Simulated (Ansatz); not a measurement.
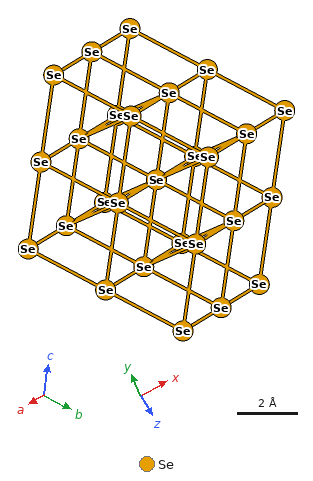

A scan of solid Se (Im-3m): the cell is strained equally along x and y, with the atoms kept at their fractional coordinates. x, y and z are the Cartesian axes of the input. The picture shows the reference cell. Style: ball-and-stick. Shown: the cell of the calculation, repeated 2 × 2 × 2 with one cell outlined, slightly off an axis.

These are results of Ansatz 0.2.0, DFT LDA, scalar-relativistic, plane waves, PAW, not measurements. Settings: plane-wave cutoff 420 eV; k-point mesh 20 × 20 × 20; occupations gaussian; smearing width 0.15 eV; no spin polarisation. Energies (free energies at the smearing named) are counted from the cell as listed in its source, which wasn't relaxed.

Input
```yaml
crystal:
  lattice:
    - [-1.7034486149, 1.7034486149, 1.7034486149]
    - [1.7034486149, -1.7034486149, 1.7034486149]
    - [1.7034486149, 1.7034486149, -1.7034486149]
  atoms:
    - { symbol: Se, position: [0.0, 0.0, 0.0] }
basis:
  ecutwfc: 420
kpoints:
  mp_grid: { grid: [20, 20, 20] }
hamiltonian:
  xc: lda
scf:
  occupations: { method: gaussian, width: 0.15 }
output:
  forces: true
  stress: true
  eigenvalues: true
```

Command:
```bash
ansatz run input.yaml --threads 1 --pin off --max-ram 1228MiB --backend cpu --events-out ev --progress --plain --runs-dir out
```

### What energies does the calculation give (the strain: −0.020, −0.015, −0.010, −0.005, 0.000, 0.005, 0.010, 0.015, 0.020)?

```tsv
strain	ΔE (meV/atom)
−0.020	−7.9
−0.015	−7.8
−0.010	−6.4
−0.005	−3.8
0.000	0.0
0.005	4.9
0.010	10.8
0.015	17.8
0.020	25.7
```

Of the computed points the lowest is at the strain −0.02, −7.9 meV/atom. The end points stand at −7.9 meV/atom (−0.02) and 25.7 meV/atom (0.02). The unrelaxed reference is under a pressure of −3.5 GPa, which tilts the curve. The distortion takes the space group from Im-3m to I4/mmm. At the strain −0.02 the cell of the drawing goes a 2.950 → 2.911 Å, b 2.950 → 2.911 Å, c 2.950 → 2.911 Å, α 109.5° → 110.0°, β 109.5° → 110.0°, γ 109.5° → 108.4°.
